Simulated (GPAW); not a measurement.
# zinc-blende (ZnSe)₁₋ₓ(CdSe)ₓ at x = 0: the Se K absorption edge, part 2 of 2

Aim: the Se K edge in zinc-blende (ZnSe)₁₋ₓ(CdSe)ₓ at x = 0, one member of a composition series.

GPAW 26.7.0; X-ray absorption from dipole matrix elements to empty bands, plane-wave PAW revPBE.

So far. Step 2 (Ground state of the crystal): The mesh shows a gap of 1.42 eV. The excited electron is kept all the same, so that all members of the series, with or without a gap, are treated alike.

## Step 4: Spectrum with XCH, Se atom 2

The holes are 8.0 Å apart. In GPAW the data set carries the hole's charge, so charge=0 means a charged cell and charge=-1 a neutral one. The excited electron is kept in the cell, where it fills the lowest empty states and screens the hole. After the field has converged, empty bands are computed with the density fixed and the dipole matrix elements are summed.

The absorber has 4 Zn at 2.45 Å (tetrahedral).

xas.py reads:

```python
import numpy as np
from ase import Atoms
from ase.parallel import parprint, paropen
from gpaw import GPAW, PW, FermiDirac, Mixer, MixerDif, setup_paths
from gpaw.test import gen
setup_paths.insert(0, '.')
gen('Se', name='fch1s', xcname='revPBE', corehole=(1, 0, 1), write_xml=True)
from gpaw.mpi import world
world.barrier()

atoms = Atoms('ZnSeZnSeZnSeZnSeZnSeZnSeZnSeZnSe',
    cell=[[0, 5.668, 5.668],
     [5.668, 0, 5.668],
     [5.668, 5.668, 0]],
    scaled_positions=[[0, 0, 0],
     [0.125, 0.125, 0.125],
     [0, 0, 0.5],
     [0.125, 0.125, 0.625],
     [0, 0.5, 0],
     [0.125, 0.625, 0.125],
     [0, 0.5, 0.5],
     [0.125, 0.625, 0.625],
     [0.5, 0, 0],
     [0.625, 0.125, 0.125],
     [0.5, 0, 0.5],
     [0.625, 0.125, 0.625],
     [0.5, 0.5, 0],
     [0.625, 0.625, 0.125],
     [0.5, 0.5, 0.5],
     [0.625, 0.625, 0.625]],
    pbc=True)
atoms.calc = calc = GPAW(legacy_gpaw=True, mode=PW(400, force_complex_dtype=True), xc='revPBE', setups={1: 'fch1s'},
    kpts={'size': (3, 3, 3), 'gamma': True}, occupations=FermiDirac(0.04),
    charge=-1, mixer=Mixer(0.1, 5, 50), maxiter=150,
    convergence={'density': 0.0001, 'eigenstates': 1e-6}, txt='scf.txt')
energy = atoms.get_potential_energy() + calc.get_reference_energy()
ef = calc.get_fermi_level()
out = dict(energy=energy, fermi=ef, forces=atoms.get_forces().tolist())
parprint(f'all-electron energy {energy:.4f} eV, Fermi level {ef:.4f} eV')
ev = np.array([[calc.get_eigenvalues(k, s) for k in range(len(calc.get_ibz_k_points()))] for s in range(calc.get_number_of_spins())])
out['homo'], out['lumo'], out['counts'] = ev[ev < ef].max(), ev[ev > ef].min(), sorted(set((ev < ef).sum((0, 2)).tolist()))
out['filled'] = (ev[:, 0] < ef).sum(1).tolist()

from ase.units import Ha
from gpaw.xas import dipole_matrix_elements
nb = int(calc.get_number_of_electrons() / 2) + 186
top, nb = nb, nb + 8 + nb // 12
nscf = calc.fixed_density(kpts={'size': (4, 4, 4), 'gamma': True}, nbands=nb,
    convergence={'bands': top, 'eigenstates': 5e-3}, maxiter=60, txt='nscf.txt')
cell = atoms.cell.array
ops = [cell.T @ U.T @ np.linalg.inv(cell.T) for U in nscf.wfs.kd.symmetry.op_scc]
filled = [72]  # bands filled in the ground state, by spin
E = np.arange(-6, 30, 0.1)
fwhm = np.interp(E, [4, 25], [2.33, 3.5])
Y, X, zero, highest = 0, 0, 1e9, 1e9
for spin in range(nscf.get_number_of_spins()):
    wfs = nscf.wfs
    mine = wfs.bd.get_slice()  # this rank's bands
    A = dipole_matrix_elements(wfs.setups[1])
    eps = np.zeros((wfs.kd.nibzkpts, nb))
    d = np.zeros((3, A.shape[1], wfs.kd.nibzkpts, nb), complex)
    for kpt in wfs.kpt_u:
        if kpt.s == spin and 1 in kpt.P_ani:
            eps[kpt.k, mine] = kpt.eps_n * Ha
            d[:, :, kpt.k, mine] = (kpt.weight * wfs.nspins / 2) ** 0.5 * np.inner(A, kpt.P_ani[1])
    world.sum(eps)
    world.sum(d)
    T = np.einsum('amkn,bmkn->abkn', d, d.conj()).real
    T = sum(np.einsum('ai,ijkn,bj->abkn', R, T, R) for R in ops) / len(ops)
    empty = np.ones_like(eps, bool) & (np.arange(nb) >= filled[spin])
    zero, highest = min(zero, eps[empty].min()), min(highest, eps[:, top - 1].min())
    lines = [(eps, T, empty)] if spin == 0 else lines + [(eps, T, empty)]
for eps, T, empty in lines:
    f = np.einsum('aakn->akn', T).reshape(3, -1)
    x = eps.ravel() - zero
    w = np.interp(x, E, fwhm) / 2.35482
    g = np.exp(-0.5 * ((E[:, None] - x) / w) ** 2) / (w * (2 * np.pi) ** 0.5)
    Y = Y + (f * empty.ravel()) @ g.T
    X = X + (f * ~empty.ravel()) @ g.T
out.update(E=E.round(2).tolist(), xas=Y.tolist(), xes=X.tolist(), zero=zero, valid=highest - zero, nk=len(eps), nb=nb)
for i in range(0, len(E), 10):
    parprint(f'{E[i]:7.2f}', *(f'{v:10.3e}' for v in Y[:, i]))
import json
with paropen('out.json', 'w') as f:
    json.dump(out, f)
```

Started as:

```sh
> OMP_NUM_THREADS=1 mpirun -n 4 gpaw python xas.py
```

Numbers of over 12 decimals in the logs are rounded to 6 here.

Output:

```text
Input parameters:
  charge: -1
  convergence: {density: 0.0001,
                eigenstates: 1e-06}
  kpts: {gamma: True,
         size: (3, 3, 3)}
  maxiter: 150
  mixer: {backend: pulay,
          beta: 0.1,
          method: separate,
          nmaxold: 5,
          weight: 50}
  mode: {ecut: 400.0,
         force_complex_dtype: True,
         name: pw}
  occupations: {fixmagmom: False,
                name: fermi-dirac,
                width: 0.04}
  setups: {1: fch1s}
  xc: revPBE

Initialize ...

[... PAW data sets ...]

Reference energy: -907084.852702  # eV

Spin-paired calculation

[... convergence settings ...]
Symmetries present (total): 6
  [... symmetry matrices ...]

27 k-points: 3 x 3 x 3 Monkhorst-Pack grid
6 k-points in the irreducible part of the Brillouin zone
       k-points in crystal coordinates                weights
   0:     0.00000000    0.00000000    0.00000000          1/27
   1:     0.33333333    0.00000000   -0.33333333          6/27
   2:     0.33333333    0.00000000    0.00000000          6/27
   3:     0.33333333    0.33333333   -0.33333333          6/27
   4:     0.33333333    0.33333333    0.00000000          6/27
   5:     0.33333333    0.33333333    0.33333333          2/27

Wave functions: Plane wave expansion
  Cutoff energy: 400.000 eV
  Number of coefficients (min, max): 6605, 6616
  Pulay-stress correction: 0.000000 eV/Ang^3 (de/decut=0.000000)
  Using FFTW library
  Wavefunction extrapolation:
    Improved wavefunction reuse through dual PAW basis

Occupation numbers: Fermi-Dirac:
  width: 0.0400  # eV

Eigensolver
   Davidson(niter=2)

Densities:
  Coarse grid: 40*40*40 grid
  Fine grid: 80*80*80 grid
  Total Charge: 0.000000

Density mixing:
  Method: separate
  Backend: pulay
  Linear mixing parameter: 0.1
  old densities: 5
  Width of damping distribution: 1.1
  Damping of long wavelength oscillations: 50

[... Hamiltonian set-up ...]
Number of atoms: 16
Number of atomic orbitals: 104
Number of bands in calculation: 91
Number of valence electrons: 145
Bands to converge: occupied

... initialized

Initializing position-dependent things.

Density initialized from atomic densities
Creating initial wave functions:
  91 bands from LCAO basis set

                             Se

                    Se   Zn
                      Se
                Zn
             Se            Se
                  Zn
                  Se
         Zn            Zn
                    Se
              Zn
           Se   Zn

       Zn

Atomic positions and initial magnetic moments

Positions:
   0 Zn     0.000000    0.000000    0.000000    ( 0.0000,  0.0000,  0.0000)
   1 Se     1.417000    1.417000    1.417000    ( 0.0000,  0.0000,  0.0000)
   2 Zn     2.834000    2.834000    0.000000    ( 0.0000,  0.0000,  0.0000)
   3 Se     4.251000    4.251000    1.417000    ( 0.0000,  0.0000,  0.0000)
   4 Zn     2.834000    0.000000    2.834000    ( 0.0000,  0.0000,  0.0000)
   5 Se     4.251000    1.417000    4.251000    ( 0.0000,  0.0000,  0.0000)
   6 Zn     5.668000    2.834000    2.834000    ( 0.0000,  0.0000,  0.0000)
[...]
13 Se     4.251000    4.251000    7.085000    ( 0.0000,  0.0000,  0.0000)
  14 Zn     5.668000    5.668000    5.668000    ( 0.0000,  0.0000,  0.0000)
  15 Se     7.085000    7.085000    7.085000    ( 0.0000,  0.0000,  0.0000)

Unit cell:
           periodic     x           y           z      points  spacing
  1. axis:    yes    0.000000    5.668000    5.668000    40     0.1636
  2. axis:    yes    5.668000    0.000000    5.668000    40     0.1636
  3. axis:    yes    5.668000    5.668000    0.000000    40     0.1636

  Lengths:   8.015762   8.015762   8.015762
  Angles:   60.000000  60.000000  60.000000

Effective grid spacing dv^(1/3) = 0.1785

iter:   1   -54.264541
iter:   2   -53.826275   -0.40  -1.27
iter:   3   -52.041364   -1.06  -1.32
iter:   4   -52.120375   -1.69  -1.59
iter:   5   -52.150396   -2.09  -1.64
iter:   6   -52.111628c  -2.81  -2.19
iter:   7   -52.102450c  -2.70  -2.36
iter:   8   -52.104803c  -3.55  -2.86
iter:   9   -52.102854c  -3.61  -3.10
iter:  10   -52.102262c  -4.77  -3.10
iter:  11   -52.102087c  -4.79  -3.26
iter:  12   -52.102110c  -5.34  -3.54
iter:  13   -52.102144c  -5.86  -3.63
iter:  14   -52.102165c  -5.85  -3.77
iter:  15   -52.102188c  -6.31c -3.96
iter:  16   -52.102187c  -6.91c -4.42c

Converged after 16 iterations.

Dipole moment: (-29.450705, -29.450705, -29.450705) |e|*Ang

Energy contributions relative to reference atoms: (reference = -907084.852702)

Kinetic:       +142.042015
Potential:     -124.670018
External:        +0.000000
XC:             -68.658928
Entropy (-ST):   -0.013644
Local:           -0.808434
SIC:             +0.000000
--------------------------
Free energy:    -52.109009
Extrapolated:   -52.102187

Showing only first 2 kpts
 Kpt  Band  Eigenvalues  Occupancy
  0    70      3.94061    2.00000
  0    71      3.94061    2.00000
  0    72      5.07656    2.00000
  0    73      6.34034    1.99829

  1    70      2.89398    2.00000
  1    71      3.56301    2.00000
  1    72      7.06853    0.00003
[...]
Fermi level: 6.62291

No gap
No difference between direct/indirect transitions

Forces in eV/Ang:
  0 Zn   -0.60518   -0.60518   -0.60518
  1 Se   -0.00007   -0.00007   -0.00007
  2 Zn    0.60515    0.60515   -0.60514
  3 Se    0.00005    0.00005    0.06515
  4 Zn    0.60515   -0.60514    0.60515
  5 Se    0.00005    0.06515    0.00005
  6 Zn    0.03624   -0.03625   -0.03625
[...]
13 Se    0.00001    0.00001   -0.06509
 14 Zn    0.03624    0.03624    0.03624
 15 Se   -0.00001   -0.00001   -0.00001
Scalar-relativistic atomic revPBE calculation for Se (Selenium, Z=34)
Core hole in 1s state (1s occupation: 1.0)
600 radial gridpoints.
|------------------------------------------------|
|------------------------------------------------|
[... the atom generator's iteration count ...]

Energy contributions:
-------------------------
Kinetic:    +1995.481574
XC:           -77.482639
Potential:  -3880.559657
-------------------------
Total:      -1962.560722

state      eigenvalue         ekin         rmax
-----------------------------------------------
1s^1.0 :  -474.677942   596.411018        0.029
2s^2.0 :   -62.893961   119.786899        0.161
2p^6.0 :   -56.458666   117.817713        0.128
3s^2.0 :    -8.982518    28.659067        0.489
3p^6.0 :    -6.776275    26.373243        0.482
3d^10.0:    -2.886747    21.574641        0.430
4s^2.0 :    -1.097571     4.389186        1.424
4p^4.0 :    -0.642289     3.127028        1.630
-----------------------------------------------
(units: Bohr and Hartree)

Generating PAW setup
Kinetic energy of the core from tauc = 1996.649914
Cutoffs:
rc(s)=1.600
rc(p)=1.900
rc(d)=1.600
rc(vbar)=1.440
rc(comp)=1.600
rc(nct)=1.900

Kinetic energy of the core states: 1974.195091
Charge: 1.0
Core electrons: 27.0
Valence electrons: 6.0
Pseudo-core charge: 0.682407
Shape function alpha=3.906
Pseudo-electron charge 7.106942
state    eigenvalue         norm
--------------------------------
4s(2) :    -1.097571     1.139353
*s    :    -0.097571
4p(4) :    -0.642289     1.036457
*p    :     0.357711
*d    :     0.000000
--------------------------------

Diagonalizing with gridspacing h=0.050

state   all-electron     PAW
-------------------------------
4s:      -1.097571    -1.098211
4p:      -0.642289    -0.642865
*d:                   -0.134155
*f:                   -0.020051
-------------------------------
all-electron energy -907136.9549 eV, Fermi level 6.6229 eV
[...]
27.00  9.210e-08  9.210e-08  9.210e-08
  28.00  8.150e-08  8.150e-08  8.150e-08
  29.00  6.964e-08  6.964e-08  6.964e-08
```

It took 4.3 min on 4 MPI ranks of Arm Neoverse V1, shared host; peak memory 0.56 GiB; 17 min of CPU time.

The Se K spectrum, Se atom 2, excited-electron core hole (neutral cell) (energy from the bottom of the conduction band, which holds the excited electron; intensity scaled to a mean of 1 over the first 20 eV):

```
E (eV)  intensity
  -2.0       0.00
  -0.5       0.05
   1.0       0.54
   2.5       1.28
   4.0       1.39
   5.5       1.39
   7.0       1.46
   8.5       1.17
  10.0       0.78
  11.5       0.59
  13.0       0.79
  14.5       0.97
  16.0       0.96
  17.5       0.94
  19.0       0.86
  20.5       0.83
  22.0       0.94
  23.5       0.93
  25.0       0.97
  26.5       1.07
  28.0       0.94
```

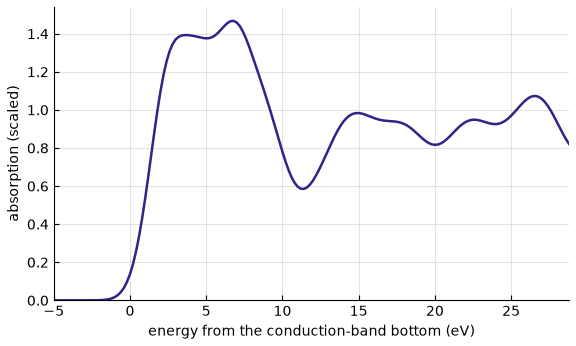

The Se K edge, Se atom 2, excited-electron core hole (neutral cell): main maxima at 6.8, 15.0 and 26.6 eV.

Main maxima below 28 eV (height): 6.8 eV (1.47), 15.0 eV (0.98), 22.6 eV (0.95) and 26.6 eV (1.07). A K edge sees empty p states on the absorber.

The energy difference (zero at 12696 eV) isn't read as a photon energy: for so heavy an absorber the terms left out (the hole's spin, the functional's error) amount to tens of eV or more.

## Step 5: Cell without a hole, the energy reference

The absorbing element, whose data set is made anew, changes for the next run, so it gets a reference energy of its own.

scf.py reads:

```python
import numpy as np
from ase import Atoms
from ase.parallel import parprint, paropen
from gpaw import GPAW, PW, FermiDirac, Mixer, MixerDif, setup_paths
from gpaw.test import gen
setup_paths.insert(0, '.')
gen('Zn', name='nch1s', xcname='revPBE', corehole=(1, 0, 0), write_xml=True)
from gpaw.mpi import world
world.barrier()

atoms = Atoms('ZnSeZnSeZnSeZnSeZnSeZnSeZnSeZnSe',
    cell=[[0, 5.668, 5.668],
     [5.668, 0, 5.668],
     [5.668, 5.668, 0]],
    scaled_positions=[[0, 0, 0],
     [0.125, 0.125, 0.125],
     [0, 0, 0.5],
     [0.125, 0.125, 0.625],
     [0, 0.5, 0],
     [0.125, 0.625, 0.125],
     [0, 0.5, 0.5],
     [0.125, 0.625, 0.625],
     [0.5, 0, 0],
     [0.625, 0.125, 0.125],
     [0.5, 0, 0.5],
     [0.625, 0.125, 0.625],
     [0.5, 0.5, 0],
     [0.625, 0.625, 0.125],
     [0.5, 0.5, 0.5],
     [0.625, 0.625, 0.625]],
    pbc=True)
atoms.calc = calc = GPAW(legacy_gpaw=True, mode=PW(400, force_complex_dtype=True), xc='revPBE', setups={0: 'nch1s'},
    kpts={'size': (3, 3, 3), 'gamma': True}, occupations=FermiDirac(0.02),
    charge=0, mixer=Mixer(0.1, 5, 50), maxiter=150,
    convergence={'density': 0.0001, 'eigenstates': 1e-6}, txt='scf.txt')
energy = atoms.get_potential_energy() + calc.get_reference_energy()
ef = calc.get_fermi_level()
out = dict(energy=energy, fermi=ef, forces=atoms.get_forces().tolist())
parprint(f'all-electron energy {energy:.4f} eV, Fermi level {ef:.4f} eV')
ev = np.array([[calc.get_eigenvalues(k, s) for k in range(len(calc.get_ibz_k_points()))] for s in range(calc.get_number_of_spins())])
out['homo'], out['lumo'], out['counts'] = ev[ev < ef].max(), ev[ev > ef].min(), sorted(set((ev < ef).sum((0, 2)).tolist()))
out['filled'] = (ev[:, 0] < ef).sum(1).tolist()
import json
with paropen('out.json', 'w') as f:
    json.dump(out, f)
```

Started as:

```sh
> OMP_NUM_THREADS=1 mpirun -n 4 gpaw python scf.py
```

Output:

```text
Input parameters:
  convergence: {density: 0.0001,
                eigenstates: 1e-06}
  kpts: {gamma: True,
         size: (3, 3, 3)}
  maxiter: 150
  mixer: {backend: pulay,
          beta: 0.1,
          method: separate,
          nmaxold: 5,
          weight: 50}
  mode: {ecut: 400.0,
         force_complex_dtype: True,
         name: pw}
  occupations: {fixmagmom: False,
                name: fermi-dirac,
[...]
*s    :     0.783325
4p(0) :    -0.040034     1.006928
*p    :     0.959966
3d(10):    -0.370382     0.153288
*d    :     0.629618
--------------------------------

Diagonalizing with gridspacing h=0.050

state   all-electron     PAW
-------------------------------
4s:      -0.216675    -0.216841
4p:      -0.040034    -0.040055
3d:      -0.370382    -0.371054
*f:                    0.069890
-------------------------------
all-electron energy -919832.5173 eV, Fermi level 4.4215 eV
[key lines of the parts left out:]
Converged after 15 iterations.
Dipole moment: (-28.738262, -28.738262, -28.738262) |e|*Ang
Free energy:    -43.534400
Fermi level: 4.42151
```

Wall time 31 s (4 MPI ranks); peak memory 0.34 GiB.

Reference energy: -919832.517 eV with the cores included.

## Step 6: Spectrum with XCH, Zn atom 1

The holes are 8.0 Å apart. The excited electron is kept in the cell, where it fills the lowest empty states and screens the hole. After the field has converged, empty bands are computed with the density fixed and the dipole matrix elements are summed.

The absorber has 4 Se at 2.45 Å (tetrahedral).

xas.py: that of step 4 with these lines changed.

```diff
@@ -6,3 +6,3 @@
 setup_paths.insert(0, '.')
-gen('Se', name='fch1s', xcname='revPBE', corehole=(1, 0, 1), write_xml=True)
+gen('Zn', name='fch1s', xcname='revPBE', corehole=(1, 0, 1), write_xml=True)
 from gpaw.mpi import world
@@ -31,3 +31,3 @@
     pbc=True)
-atoms.calc = calc = GPAW(legacy_gpaw=True, mode=PW(400, force_complex_dtype=True), xc='revPBE', setups={1: 'fch1s'},
+atoms.calc = calc = GPAW(legacy_gpaw=True, mode=PW(400, force_complex_dtype=True), xc='revPBE', setups={0: 'fch1s'},
     kpts={'size': (3, 3, 3), 'gamma': True}, occupations=FermiDirac(0.04),
@@ -53,3 +53,3 @@
 E = np.arange(-6, 30, 0.1)
-fwhm = np.interp(E, [4, 25], [2.33, 3.5])
+fwhm = np.interp(E, [4, 25], [1.67, 3.5])
 Y, X, zero, highest = 0, 0, 1e9, 1e9
@@ -58,3 +58,3 @@
     mine = wfs.bd.get_slice()  # this rank's bands
-    A = dipole_matrix_elements(wfs.setups[1])
+    A = dipole_matrix_elements(wfs.setups[0])
     eps = np.zeros((wfs.kd.nibzkpts, nb))
@@ -62,5 +62,5 @@
     for kpt in wfs.kpt_u:
-        if kpt.s == spin and 1 in kpt.P_ani:
+        if kpt.s == spin and 0 in kpt.P_ani:
             eps[kpt.k, mine] = kpt.eps_n * Ha
-            d[:, :, kpt.k, mine] = (kpt.weight * wfs.nspins / 2) ** 0.5 * np.inner(A, kpt.P_ani[1])
+            d[:, :, kpt.k, mine] = (kpt.weight * wfs.nspins / 2) ** 0.5 * np.inner(A, kpt.P_ani[0])
     world.sum(eps)
```

Started as:

```sh
> OMP_NUM_THREADS=1 mpirun -n 4 gpaw python xas.py
```

Output:

```text
Input parameters:
  charge: -1
  convergence: {density: 0.0001,
                eigenstates: 1e-06}
  kpts: {gamma: True,
         size: (3, 3, 3)}
  maxiter: 150
  mixer: {backend: pulay,
          beta: 0.1,
          method: separate,
          nmaxold: 5,
          weight: 50}
  mode: {ecut: 400.0,
         force_complex_dtype: True,
         name: pw}
  occupations: {fixmagmom: False,
[...]
*d    :    -0.019898
--------------------------------

Diagonalizing with gridspacing h=0.050

state   all-electron     PAW
-------------------------------
4s:      -0.587965    -0.588244
4p:      -0.332240    -0.332438
3d:      -1.019898    -1.020353
*f:                   -0.021004
-------------------------------
all-electron energy -910139.1422 eV, Fermi level 6.5900 eV
[...]
28.00  1.476e-07  1.476e-07  1.476e-07
  29.00  1.461e-07  1.461e-07  1.461e-07
[key lines of the parts left out:]
Converged after 16 iterations.
Dipole moment: (-28.818231, -28.818231, -28.818231) |e|*Ang
Free energy:    -49.674361
Fermi level: 6.59002
```

Wall time 2.4 min (4 MPI ranks); peak memory 0.54 GiB.

The Zn K spectrum, Zn atom 1, excited-electron core hole (neutral cell) (energy from the bottom of the conduction band, which holds the excited electron; intensity scaled to a mean of 1 over the first 20 eV):

```
E (eV)  intensity
  -2.0       0.00
  -0.5       0.01
   1.0       0.18
   2.5       0.92
   4.0       1.64
   5.5       1.86
   7.0       0.95
   8.5       0.99
  10.0       0.87
  11.5       1.08
  13.0       1.21
  14.5       0.99
  16.0       0.79
  17.5       0.83
  19.0       0.83
  20.5       0.73
  22.0       0.82
  23.5       0.84
  25.0       0.86
  26.5       0.90
  28.0       0.91
```

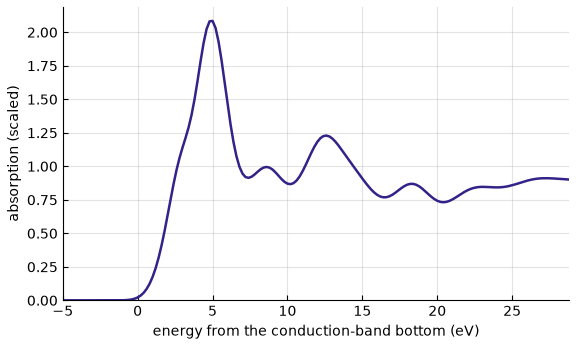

The Zn K edge, Zn atom 1, excited-electron core hole (neutral cell): main maxima at 5.0, 8.6 and 12.6 eV.

Main maxima below 28 eV (height): 5.0 eV (2.08), 8.6 eV (1.00), 12.6 eV (1.23) and 18.2 eV (0.87). 

The total-energy difference is 9693.38 eV. One term is added: -30.96 eV, since the hole is spin-paired here and a spin-polarised one costs that much less in the free atom (computed apart). The photon energy is then 9662.42 eV. The tabulated edge of the element is 9659 eV. The functional leaves an error of a few eV in such absolute values.

## Step 7: Results

| Item | Value |
| --- | --- |
| absorber and edge | Se K, atom 2 of the ground-state input (counted from 1) |
| surroundings | 4 Zn at 2.45 Å (tetrahedral) |
| highest intensity below 24 eV | 6.8 eV above the zero, height 1.47 |

The Se K edge of atom 2, with 4 Zn at 2.45 Å (tetrahedral), has its highest intensity of the first 24 eV at 6.8 eV above the zero, 1.5 times the mean level of the first 20 eV (Gaussian full width 2.33 eV up to 4 eV, rising linearly to 3.5 eV at 25 eV). The script folds with a Gaussian, whereas the core hole's own line is a Lorentzian, so the onset is too steep and the first peak too high.

[Banner, clock and machine lines of the logs are left out without a mark of their own.]

[Logs are printed without paths, hosts, clocks, repeated set-up lines and the standing remarks that a program may print on its own settings, such as how far it seeks lower states.]

[Hosts, paths, dates, database ids (printed as entryN), source tags and the programs' standing remarks are cut or masked in the printed files.]

[Lists of maxima count a maximum above −3 eV only where it reaches 4 % of the highest in the window and stands out from its surroundings by 2 % of it (1.5 % where it reaches 55 %); shoulders and weaker maxima are passed over, and of the rest the first, up to two pre-edge ones and the few strongest are named.]
